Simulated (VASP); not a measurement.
# A VASP study of HfC (PBEsol): structure first, properties next, part 2 of 4

Aim: relax HfC, then compute properties on the relaxed cell. The start is a cell from a database of measured crystal structures.

VASP 6.6.1; PBEsol; plane waves and PAW (Hf_pv, C).

So far. Step 2 (Relaxing cell and atoms (PBEsol)): It ends with forces that vanish by symmetry and a pressure of 0.13 GPa. The volume lies -2.9 % from that of the database's start, which holds the thermal and zero-point expansion of its experiment. Step 3 (Second relaxation): It ends with forces that vanish by symmetry and a pressure of 0.11 GPa. The volume moved by under 0.01 %: the run met its threshold at the first step.

The database entry behind the starting cell differs from later determinations by our own check (about 0.2 % long), so it need not match the best structure at ambient conditions.

## Step 4: Single point with fields (PBEsol)

A single point on the relaxed cell gives a clean self-consistent state, with density, ELF and potential written out.

INCAR reads:

```
SYSTEM = HfC
PREC = Accurate
ENCUT = 520
EDIFF = 1E-06
NELM = 100
ISMEAR = 0
SIGMA = 0.05
LREAL = .FALSE.
ALGO = Normal
GGA = PS
NBANDS = 13
LASPH = .TRUE.
LORBIT = 11
LWAVE = .FALSE.
LCHARG = .TRUE.
ISIF = 2
LELF = .TRUE.
LVHAR = .TRUE.
```

POSCAR reads:

```
HfC
1.0
    0.0000000000      2.3022337384      2.3022337384
    2.3022337384      0.0000000000      2.3022337384
    2.3022337384      2.3022337384      0.0000000000
Hf C
1 1
Direct
    0.5000000000      0.5000000000      0.5000000000
    0.0000000000      0.0000000000      0.0000000000
```

KPOINTS reads:

```
Automatic mesh
0
Gamma
8 8 8
0 0 0
```

Potentials, in the order of the species: Hf_pv and C (PBE family, release 64).

The run is started by

```console
$ mpirun -np 2 vasp_std
```

The log of the run:

```text
[banner, memory and clock lines left out]
running    2 mpi-ranks, on    1 nodes
 distrk:  each k-point on    2 cores,    1 groups
 distr:  one band on    1 cores,    2 groups

 POSCAR found type information on POSCAR HfC
 POSCAR found :  2 types and       2 ions
 [... a notice as in an earlier step ...]

 LDA part: xc-table for (Slater+PW92), standard interpolation
|                                                                             |
|           W    W    AA    RRRRR   N    N  II  N    N   GGGG   !!!           |
|           W    W   A  A   R    R  NN   N  II  NN   N  G    G  !!!           |
|           W    W  A    A  R    R  N N  N  II  N N  N  G       !!!           |
|           W WW W  AAAAAA  RRRRR   N  N N  II  N  N N  G  GGG   !            |
|           WW  WW  A    A  R   R   N   NN  II  N   NN  G    G                |
|           W    W  A    A  R    R  N    N  II  N    N   GGGG   !!!           |
|                                                                             |
|     The number of bands has been changed from the values supplied in        |
|     The orbitals not found in the WAVECAR file will be initialized with     |
|     random numbers, which is usually adequate. For correlated               |
|     calculations, however, you should redo the groundstate calculation.     |
|     I found NBANDS = 13. Now, NBANDS = 14.                                  |
|                                                                             |

 POSCAR, INCAR and KPOINTS ok, starting setup
 FFT: planning ... GRIDC
 FFT: planning ... GRID_SOFT
 FFT: planning ... GRID
 WAVECAR not read
 entering main loop
       N       E                     dE             d eps       ncg     rms          rms(c)
DAV:   1     0.211370802540E+02    0.21137E+02   -0.78443E+03   812   0.991E+02
DAV:   2    -0.235502494510E+02   -0.44687E+02   -0.41954E+02  1054   0.198E+02
DAV:   3    -0.250658101946E+02   -0.15156E+01   -0.15103E+01   992   0.266E+01
DAV:   4    -0.250718502461E+02   -0.60401E-02   -0.60398E-02   938   0.211E+00
DAV:   5    -0.250718845040E+02   -0.34258E-04   -0.34257E-04   994   0.143E-01    0.611E+01
DAV:   6    -0.222598730861E+02    0.28120E+01   -0.10435E+01   908   0.172E+01    0.429E+01
DAV:   7    -0.222082399999E+02    0.51633E-01   -0.50727E-01  1022   0.491E+00    0.239E+01
DAV:   8    -0.221961180311E+02    0.12122E-01   -0.58751E-02   980   0.185E+00    0.508E+00
DAV:   9    -0.221915154832E+02    0.46025E-02   -0.17403E-02   866   0.758E-01    0.205E+00
DAV:  10    -0.221911811396E+02    0.33434E-03   -0.13114E-03  1058   0.266E-01    0.820E-02
DAV:  11    -0.221911762763E+02    0.48633E-05   -0.73896E-05   920   0.742E-02    0.397E-02
DAV:  12    -0.221911760590E+02    0.21732E-06   -0.20235E-06   980   0.117E-02
   1 F= -.22191176E+02 E0= -.22190735E+02  d E =-.881227E-03
```

Elapsed: 6.2 s, on 2 MPI ranks of AMD EPYC 7R43, shared host; peak memory 0.19 GiB.

OUTCAR, selected parts (step 4):

```text
The static configuration has the point symmetry O_h .

 Found     29 irreducible k-points:

   k-points           NKPTS =     29   k-points in BZ     NKDIM =     29   number of bands    NBANDS=     14

   NELECT =      14.0000    total number of electrons

 E-fermi :   5.9861

 k-point     2 :       0.1250    0.0000    0.0000
  band No.  band energies     occupation
    ...
      3     -23.3350      2.00000
      4      -5.9938      2.00000
      5       5.2059      2.00000
      6       5.7054      2.00000
      7       5.7054      2.00000
      8       7.9710      0.00000
      9       7.9710      0.00000
     10       8.3705      0.00000
     11      11.1202      0.00000
     12      11.1202      0.00000
    ...

 k-point     3 :       0.2500    0.0000    0.0000
  band No.  band energies     occupation
    ...
      3     -23.3622      2.00000
      4      -4.8992      2.00000
      5       2.9474      2.00000
      6       4.2197      2.00000
      7       4.2197      2.00000
      8       9.0780      0.00000
      9       9.1125      0.00000
     10       9.1125      0.00000
     11      13.8099      0.00000
     12      13.8099      0.00000
    ...

  Total        0.0172792      0.0172792      0.0172792     -0.0000000      0.0000000     -0.0000000
  in kB        1.1343760      1.1343760      1.1343760     -0.0000000      0.0000000     -0.0000000
  external PRESSURE =       1.1343760 kB  Pullay stress =       0.0000000 kB

 POSITION                                       TOTAL-FORCE (eV/Angst)
 -----------------------------------------------------------------------------------
      2.30223      2.30223      2.30223        -0.000000      0.000000      0.000000
      0.00000      0.00000      0.00000         0.000000     -0.000000     -0.000000
 -----------------------------------------------------------------------------------
    total drift:                                0.000000     -0.000000      0.000000

  FREE ENERGIE OF THE ION-ELECTRON SYSTEM (eV)
  ---------------------------------------------------
  free  energy   TOTEN  =       -22.1911760590 eV

  energy  without entropy=      -22.1902948316  energy(sigma->0) =      -22.19073545

[... 11 parts as in an earlier step ...]

[... 2 further parts left out ...]
```

This step gave:

| Item | Value |
| --- | --- |
| SCF cycles | 12 |
| bands | 14 |
| pressure | 0.1134 GPa |

Valence electrons inside each PAW sphere by angular momentum. Sphere charges, by row:

```
atom  s (e)  p (e)  d (e)  tot (e)
 Hf1  0.319  6.661  1.729    8.709
  C2  0.871  1.517      0    2.388
```

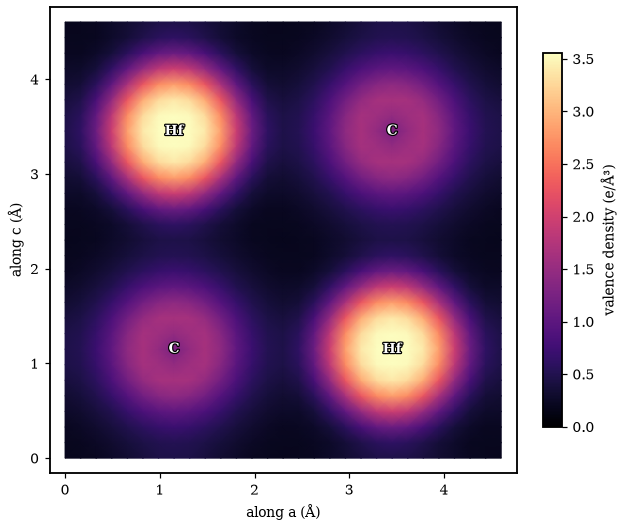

Valence density in the ac plane of the conventional cell at fractional y = 0.000, with atoms of Hf and C within 0.2 Å of it. It is the smooth field of the valence electrons, not physical close to the nuclei. The map starts off the cell's origin, so that atoms lie inside it.

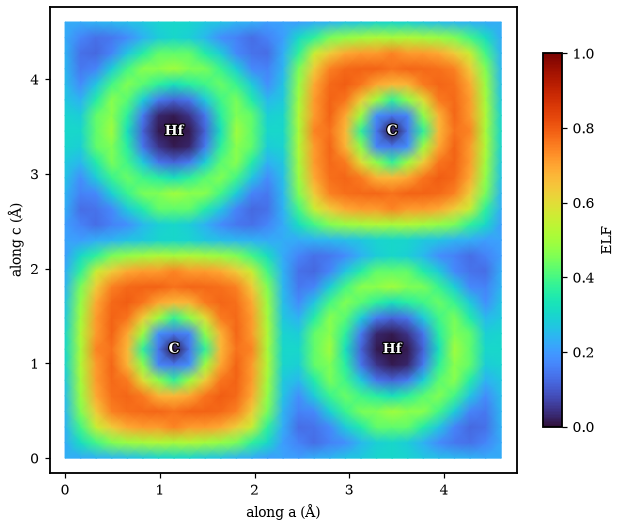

ELF in the ac plane of the conventional cell at fractional y = 0.000, with atoms of Hf and C within 0.2 Å of it. It is the smooth field of the valence electrons, not physical close to the nuclei. The map starts off the cell's origin, so that atoms lie inside it.

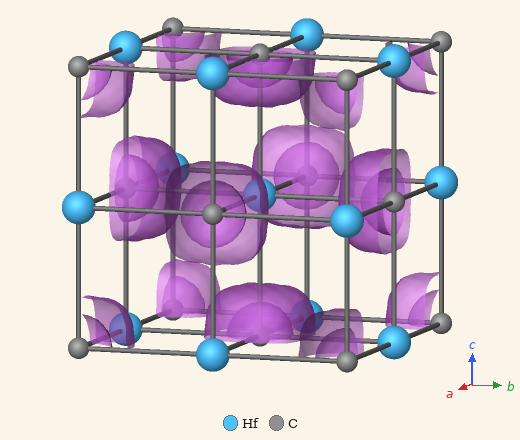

Surface of ELF = 0.72.

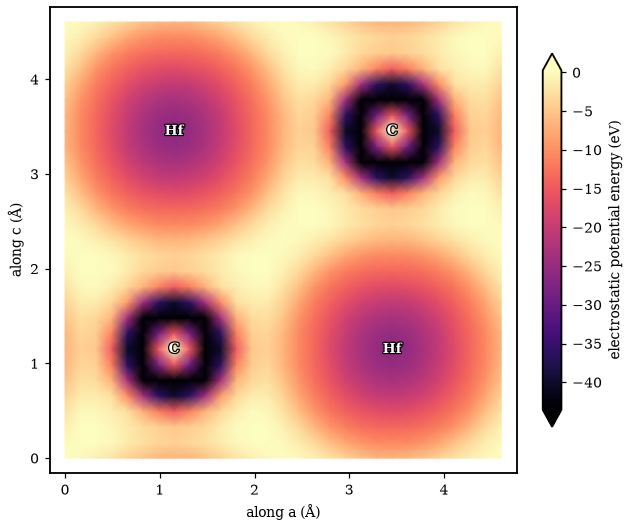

Electrostatic potential energy in the ac plane of the conventional cell at fractional y = 0.000, with atoms of Hf and C within 0.2 Å of it. With pseudopotentials it is smooth inside the atoms' cores, unlike the true potential. The map starts off the cell's origin, so that atoms lie inside it.

In this run the pressure is 0.11 GPa, small enough to go on.

## Step 5: Bands along the symmetry lines (PBEsol)

Levels along the symmetry lines show where the bands peak and cross; KPOINTS_OPT computes them in the converged potential.

INCAR reads:

```
SYSTEM = HfC
PREC = Accurate
ENCUT = 520
EDIFF = 1E-06
NELM = 100
ISMEAR = 0
SIGMA = 0.05
LREAL = .FALSE.
ALGO = Normal
GGA = PS
NBANDS = 19
LASPH = .TRUE.
LORBIT = 11
LWAVE = .FALSE.
LCHARG = .FALSE.
KPAR = 2
```

POSCAR is that of step 4.

KPOINTS is that of step 4.

KPOINTS_OPT reads:

```
Line mode
16
Line-mode
Reciprocal
  0.00000000   0.00000000   0.00000000 GAMMA
  0.50000000   0.00000000   0.50000000 X

  0.50000000   0.00000000   0.50000000 X
  0.50000000   0.25000000   0.75000000 W

  0.50000000   0.25000000   0.75000000 W
  0.37500000   0.37500000   0.75000000 K

  0.37500000   0.37500000   0.75000000 K
  0.00000000   0.00000000   0.00000000 GAMMA

  0.00000000   0.00000000   0.00000000 GAMMA
  0.50000000   0.50000000   0.50000000 L

  0.50000000   0.50000000   0.50000000 L
  0.62500000   0.25000000   0.62500000 U

  0.62500000   0.25000000   0.62500000 U
  0.50000000   0.25000000   0.75000000 W

  0.50000000   0.25000000   0.75000000 W
  0.50000000   0.50000000   0.50000000 L

  0.50000000   0.50000000   0.50000000 L
  0.37500000   0.37500000   0.75000000 K

  0.62500000   0.25000000   0.62500000 U
  0.50000000   0.00000000   0.50000000 X
```

The run is started by

```console
$ mpirun -np 2 vasp_std
```

The log of the run:

```text
[... set-up lines as in an earlier step ...]
 entering main loop
       N       E                     dE             d eps       ncg     rms          rms(c)
DAV:   1     0.298348821930E+02    0.29835E+02   -0.72223E+03  1102   0.727E+02
DAV:   2    -0.234322855834E+02   -0.53267E+02   -0.50143E+02  1388   0.182E+02
DAV:   3    -0.250670811030E+02   -0.16348E+01   -0.16223E+01  1282   0.225E+01
DAV:   4    -0.250718737728E+02   -0.47927E-02   -0.47922E-02  1261   0.144E+00
DAV:   5    -0.250718847635E+02   -0.10991E-04   -0.10991E-04  1237   0.682E-02    0.611E+01
DAV:   6    -0.222689435789E+02    0.28029E+01   -0.89546E+00  1162   0.127E+01    0.432E+01
DAV:   7    -0.222099085496E+02    0.59035E-01   -0.42460E-01  1153   0.372E+00    0.239E+01
DAV:   8    -0.221951751304E+02    0.14733E-01   -0.50027E-02  1178   0.143E+00    0.474E+00
DAV:   9    -0.221914091959E+02    0.37659E-02   -0.10172E-02  1168   0.527E-01    0.198E+00
DAV:  10    -0.221911815369E+02    0.22766E-03   -0.80196E-04  1216   0.184E-01    0.666E-02
DAV:  11    -0.221911763725E+02    0.51644E-05   -0.48777E-05  1216   0.506E-02    0.251E-02
DAV:  12    -0.221911759907E+02    0.38180E-06   -0.22882E-06  1084   0.964E-03
   1 F= -.22191176E+02 E0= -.22190735E+02  d E =-.881063E-03
 Start KPOINTS_OPT (optional k-point list driver)
k-point batch [1-29\160]
       N       E                     dE             ncg
DAV:   1    -0.204546501747E+04   -0.15256E+05     1110
DAV:   2    -0.355187554300E+04   -0.15064E+04     1363
DAV:   3    -0.358997569386E+04   -0.38100E+02     1335
DAV:   4    -0.359008748838E+04   -0.11179E+00     1228
DAV:   5    -0.359008782768E+04   -0.33929E-03     1249
DAV:   6    -0.359008782939E+04   -0.17135E-05     1150
DAV:   7    -0.359008782945E+04   -0.63320E-07     1015
[...]
k-point batch [146-160\160]
       N       E                     dE             ncg
DAV:   1     0.708543239559E+04   -0.10364E+05      570
DAV:   2     0.626816916840E+04   -0.81726E+03      725
DAV:   3     0.624446713508E+04   -0.23702E+02      682
DAV:   4     0.624438515633E+04   -0.81979E-01      602
DAV:   5     0.624438493854E+04   -0.21779E-03      630
DAV:   6     0.624438493741E+04   -0.11324E-05      587
DAV:   7     0.624438493737E+04   -0.42151E-07      513
```

Elapsed: 20 s, on 2 MPI ranks; peak memory 0.25 GiB.

Parts of OUTCAR (step 5):

```text
   k-points           NKPTS =     29   k-points in BZ     NKDIM =     29   number of bands    NBANDS=     19

   NELECT =      14.0000    total number of electrons

 E-fermi :   5.9859

 k-point     1 :       0.0000    0.0000    0.0000
  band No.  band energies     occupation
      1     -23.3238      2.00000
      2     -23.3238      2.00000
      3     -23.3238      2.00000
      4      -6.4021      2.00000
      5       7.0809      0.00000
      6       7.0809      0.00000
      7       7.0809      0.00000
      8       7.3860      0.00000
      9       7.3860      0.00000
    ...

  Total        0.0188446      0.0188446      0.0188446      0.0000000      0.0000000      0.0000000
  in kB        1.2371414      1.2371414      1.2371414      0.0000000      0.0000000      0.0000000
  external PRESSURE =       1.2371414 kB  Pullay stress =       0.0000000 kB

 POSITION                                       TOTAL-FORCE (eV/Angst)
 -----------------------------------------------------------------------------------
      2.30223      2.30223      2.30223         0.000000     -0.000000      0.000000
      0.00000      0.00000      0.00000        -0.000000      0.000000     -0.000000
 -----------------------------------------------------------------------------------
    total drift:                                0.000000     -0.000000      0.000000

  FREE ENERGIE OF THE ION-ELECTRON SYSTEM (eV)
  ---------------------------------------------------
  free  energy   TOTEN  =       -22.1911759907 eV

  energy  without entropy=      -22.1902949277  energy(sigma->0) =      -22.19073546

[... 8 parts as in an earlier step ...]

[... 8 further parts left out ...]
```

Spin-orbit coupling is off here; with elements this heavy it splits and shifts levels by tenths of an eV or more.

Numbers from this step:

| Property | Result |
| --- | --- |
| bands | 19 |
| pressure | 0.1237 GPa |

The electronic bands at the labelled points (eV, zero at the Fermi level; # counts the bands kept, so #1 is VASP's band 4):

```
    point      #1     #2     #3     #4    #5    #6    #7    #8
        Γ  -12.39   1.09   1.09   1.09  1.40  1.40  1.40  3.50
        X  -10.44  -2.50  -1.88   0.00  0.00  5.52  7.01  7.01
        W   -9.64  -3.03  -2.69  -2.69  3.79  3.79  7.02  7.36
        K   -9.74  -3.54  -2.67  -1.62  1.62  5.99  6.40  8.60
        Γ  -12.39   1.09   1.09   1.09  1.40  1.40  1.40  3.50
        L   -8.41  -6.26  -3.04  -3.04  5.51  5.51  6.00  6.71
        U   -9.74  -3.54  -2.67  -1.62  1.62  5.99  6.40  8.60
        W   -9.64  -3.03  -2.69  -2.69  3.79  3.79  7.02  7.36
        L   -8.41  -6.26  -3.04  -3.04  5.51  5.51  6.00  6.71
        K   -9.74  -3.54  -2.67  -1.62  1.62  5.99  6.40  8.60
jump to U   -9.74  -3.54  -2.67  -1.62  1.62  5.99  6.40  8.60
        X  -10.44  -2.50  -1.88   0.00  0.00  5.52  7.01  7.01
```

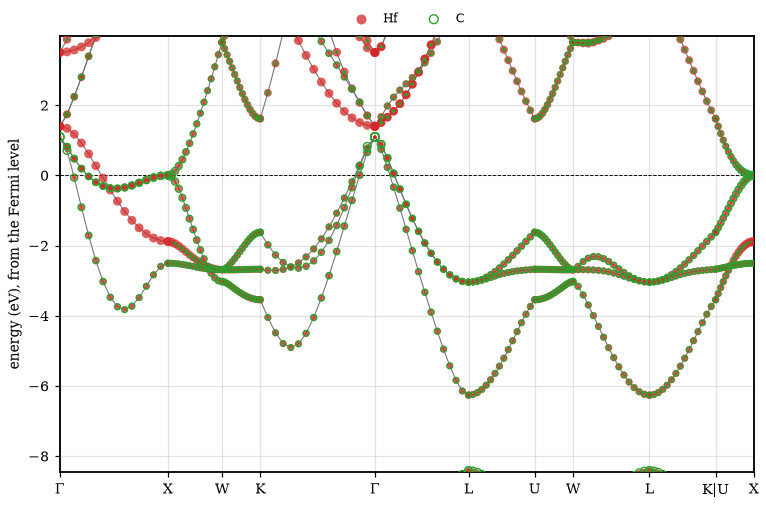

Electronic bands along the path; dots are coloured as in the legend, and their area grows with the weight.

There is no gap at this level.

## Step 6: Density of states (PBEsol)

Here the states are counted by energy and projected on the atoms. The mesh is finer than in the run before.

Edit INCAR of step 5 so:

```diff
@@ -5,3 +5,3 @@
 NELM = 100
-ISMEAR = 0
+ISMEAR = -5
 SIGMA = 0.05
@@ -16 +16,2 @@
 KPAR = 2
+NEDOS = 2001
```

POSCAR is that of step 5.

KPOINTS reads:

```
Automatic mesh
0
Gamma
12 12 12
0 0 0
```

The run is started by

```console
$ mpirun -np 2 vasp_std
```

The log of the run:

```text
[... set-up lines as in an earlier step ...]
 entering main loop
       N       E                     dE             d eps       ncg     rms          rms(c)
DAV:   1     0.307331954209E+02    0.30733E+02   -0.71850E+03  2752   0.729E+02
DAV:   2    -0.234830286324E+02   -0.54216E+02   -0.51294E+02  3461   0.185E+02
DAV:   3    -0.250687059532E+02   -0.15857E+01   -0.15737E+01  3252   0.224E+01
DAV:   4    -0.250734956444E+02   -0.47897E-02   -0.47887E-02  3165   0.144E+00
DAV:   5    -0.250735063265E+02   -0.10682E-04   -0.10683E-04  3117   0.673E-02    0.611E+01
DAV:   6    -0.222769129627E+02    0.27966E+01   -0.91833E+00  2874   0.127E+01    0.432E+01
DAV:   7    -0.222146020886E+02    0.62311E-01   -0.43178E-01  2856   0.374E+00    0.239E+01
DAV:   8    -0.221994575765E+02    0.15145E-01   -0.51225E-02  2931   0.145E+00    0.459E+00
DAV:   9    -0.221957724668E+02    0.36851E-02   -0.10738E-02  2925   0.533E-01    0.197E+00
DAV:  10    -0.221955139568E+02    0.25851E-03   -0.86683E-04  2979   0.190E-01    0.103E-01
DAV:  11    -0.221955070916E+02    0.68652E-05   -0.53092E-05  3023   0.525E-02    0.237E-02
DAV:  12    -0.221955063771E+02    0.71445E-06   -0.25249E-06  2761   0.100E-02
   1 F= -.22195506E+02 E0= -.22195506E+02  d E =0.000000E+00
 -----------------------------------------------------------------------------
|                                                                             |
|           W    W    AA    RRRRR   N    N  II  N    N   GGGG   !!!           |
|           W    W   A  A   R    R  NN   N  II  NN   N  G    G  !!!           |
|           W    W  A    A  R    R  N N  N  II  N N  N  G       !!!           |
|           W WW W  AAAAAA  RRRRR   N  N N  II  N  N N  G  GGG   !            |
|           WW  WW  A    A  R   R   N   NN  II  N   NN  G    G                |
|           W    W  A    A  R    R  N    N  II  N    N   GGGG   !!!           |
|                                                                             |
|     Tetrahedron method does not include variations of the Fermi             |
|     occupations, so forces and stress will be inaccurate. We suggest        |
|     using a different smearing scheme ISMEAR = 1 or 2 for metals in         |
|     relaxations.                                                            |
|                                                                             |
 -----------------------------------------------------------------------------
```

The job ended after 13 s (2 MPI ranks; peak memory 0.25 GiB; 24 s of CPU time).

From OUTCAR (step 6):

```text
   k-points           NKPTS =     72   k-points in BZ     NKDIM =     72   number of bands    NBANDS=     19

   NELECT =      14.0000    total number of electrons

 E-fermi :   6.0655

 k-point     1 :       0.0000    0.0000    0.0000
  band No.  band energies     occupation
      1     -23.3232      2.00000
      2     -23.3232      2.00000
      3     -23.3232      2.00000
      4      -6.4030      2.00000
      5       7.0794     -0.75920
      6       7.0794      0.00000
      7       7.0794      0.00000
      8       7.3863      0.00000
      9       7.3863      0.00000
    ...

  Total        0.0113595      0.0113595      0.0113595      0.0000000      0.0000000      0.0000000
  in kB        0.7457470      0.7457470      0.7457470      0.0000000      0.0000000      0.0000000
  external PRESSURE =       0.7457470 kB  Pullay stress =       0.0000000 kB

 POSITION                                       TOTAL-FORCE (eV/Angst)
 -----------------------------------------------------------------------------------
      2.30223      2.30223      2.30223        -0.000000      0.000000     -0.000000
      0.00000      0.00000      0.00000         0.000000     -0.000000      0.000000
 -----------------------------------------------------------------------------------
    total drift:                                0.000000     -0.000000      0.000000

  FREE ENERGIE OF THE ION-ELECTRON SYSTEM (eV)
  ---------------------------------------------------
  free  energy   TOTEN  =       -22.1955063771 eV

  energy  without entropy=      -22.1955063771  energy(sigma->0) =      -22.19550638

[... 6 parts as in an earlier step ...]

[... 10 further parts left out ...]
```

With tetrahedra the forces and stress of a metal are not exact derivatives of the energy.

Numbers from this step:

- irreducible k-points: 72
- free energy (TOTEN): -22.20 eV
- Fermi energy: 6.066 eV
- pressure: 0.07457 GPa
- DOS at the Fermi level: 0.2470 states/eV/cell

The density of states has structure finer than the step of the table below, so its rows give means over 1 eV, whole bins alone (the curve runs from -12.0 to 3.36 eV). Peaks (eV: height): total -9.7: 1.51, -2.8: 5.32; Hf d -9.7: 0.185, -2.8: 1.27; C p -2.8: 1.30; Hf p -9.4: 0.152, -2.8: 1.04; Hf s -10.4: 0.0663, -4.9: 0.102.

States under -12.0 eV and over 3.4 eV are left out. Density of states against energy, zero at the Fermi level; means over each step; values in states/eV/cell:

```
energy (eV)   total     Hf d      C p     Hf p     Hf s      C s
        -11   0.242  0.00552  0.00148   0.0173   0.0356   0.0853
        -10    1.10    0.125  0.00402   0.0842   0.0513    0.453
         -9   0.575   0.0467  0.00211   0.0737   0.0117    0.251
         -8  3.0e-4   3.0e-6        0   4.3e-5   3.0e-6   1.3e-4
         -7       0        0        0        0        0        0
         -6   0.121   0.0214   0.0218  0.00369   0.0196  0.00229
         -5   0.613    0.116    0.122   0.0320   0.0793   0.0125
         -4   0.810    0.156    0.181   0.0767   0.0730   0.0159
         -3    2.00    0.540    0.500    0.283   0.0175  0.00979
         -2    1.74    0.543    0.454    0.151  0.00821  0.00589
         -1   0.603    0.153    0.186   0.0573  0.00277  0.00216
          0   0.245   0.0581   0.0752   0.0258  0.00117   6.6e-4
          1   0.396    0.166   0.0711   0.0195  0.00408  0.00196
          2   0.571    0.291   0.0748   0.0117  0.00708  0.00396
```

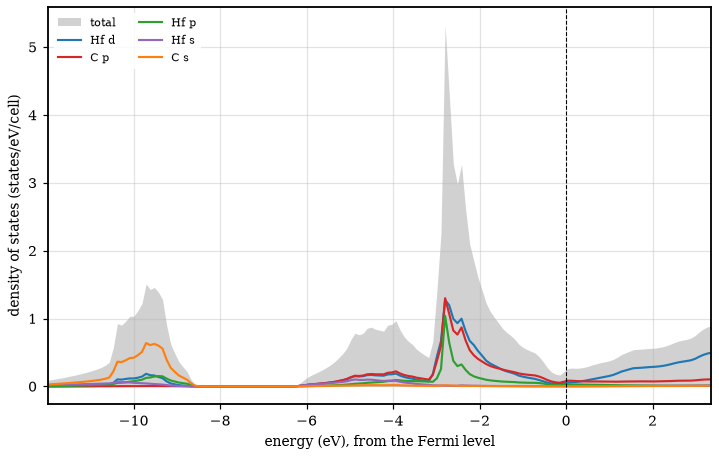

Density of states against energy.

The finer mesh and the other smearing move the Fermi level by +0.08 eV from the 8×8×8 run, one measure of the sampling error in the zero of the bands above. Of the states within 0.3 eV of the Fermi level, the largest shares in the PAW spheres are C p 31 %, Hf d 23 % and Hf p 11 %. The rest lies in smaller channels or between the spheres.

[end of part 2 of 4]

[Lines on the potential files, build, host, timing and source positions are cut from VASP's logs without a mark.]

[Logs are printed without paths, hosts, clocks, repeated set-up lines and the standing remarks that a program may print on its own settings, such as how far it seeks lower states.]

[Hosts, paths, dates, database ids (printed as entryN), source tags and the programs' standing remarks are cut or masked in the printed files.]

[A measured line is paired with the nearest computed mode of its activity, which favours agreement.]
